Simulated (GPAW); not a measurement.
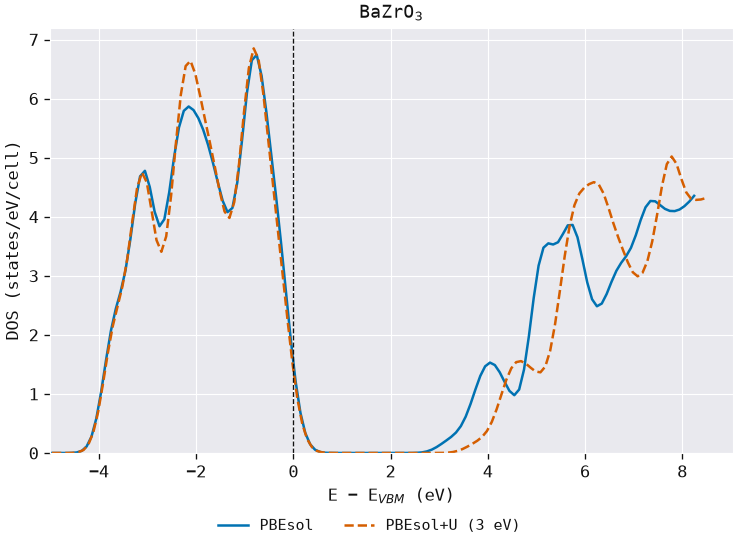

Total densities of states of cubic perovskite-type BaZrO₃, space group Pm-3m, 5 atoms in the cell (cubic a = 4.191 Å), by two methods on the same cell. The DOS curves are built from the levels of the k mesh with Gaussians 0.55 eV wide, which also blur the band edges; ripples of that width can come from the mesh. Each is counted from its own valence-band top.

**How do the methods compare?**

PBEsol gives a gap of 3.11 eV and PBEsol+U (3 eV) gives a gap of 3.70 eV.

Settings. PBEsol: PAW data sets generated in the run's folder for this functional, no spin polarisation, no spin-orbit coupling, 6×6×6 k mesh, 800 eV cutoff, Fermi-Dirac smearing of 0.05 eV (GPAW 26.7.0). PBEsol+U (3 eV): Zr d U = 3 eV, PAW data sets generated in the run's folder for this functional, no spin polarisation, no spin-orbit coupling, 6×6×6 k mesh, 800 eV cutoff, Fermi-Dirac smearing of 0.05 eV (GPAW 26.7.0).

Gaps are the smallest over all k points computed. LDA, GGA and most meta-GGA functionals understate gaps.
